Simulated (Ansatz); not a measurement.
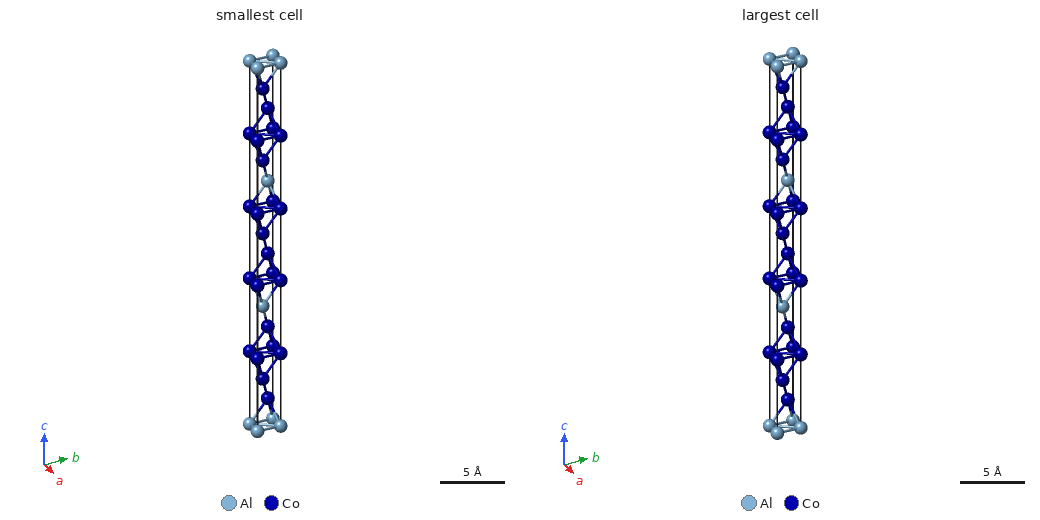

AlCo₄, space group R-3m (No. 166), relaxed (cell and atoms, zero pressure) with four choices of dispersion term on top of PBEsol; the smallest and the largest of the relaxed conventional cells are drawn to one scale (sticks follow a distance rule). The start was a structure listed in the Materials Project. It needn't be the stable form of this composition.

Alike in all runs: Ansatz 0.2.0; functional PBEsol; potentials Ansatz PAW; cutoff 420 eV; k mesh 12 × 12 × 12 on the run's cell of 5 atoms; occupations fermi-dirac, width 0.05 eV; collinear spin, ferromagnetic start; no spin-orbit coupling. All runs are metallic.

| level | volume (Å³/atom) | a (Å) | c (Å) | moment (μB/atom) |
| --- | --- | --- | --- | --- |
| D3(BJ)-ATM | 10.74 | 2.520 | 29.312 | 1.09 |
| D3(BJ) | 10.67 | 2.514 | 29.248 | 1.08 |
| D4 | 10.81 | 2.525 | 29.368 | 1.10 |
| none | ? | ? | ? | ? |

### What does none give?

Volume 11.00 Å³/atom; a 2.540 Å; c 29.542 Å; moment 1.13 μB/atom. That is the largest volume of all.

### Order the levels by the relaxed volume, smallest first.

D3(BJ) (10.67 Å³/atom), D3(BJ)-ATM (10.74 Å³/atom), D4 (10.81 Å³/atom), none (11.00 Å³/atom). Rows within a few tenths of a per cent can't be told apart.

Caveat: the plane-wave basis is chosen anew once the cell has moved, so the energies of steps on either side of that aren't comparable; pairwise dispersion terms can overbind metals strongly.
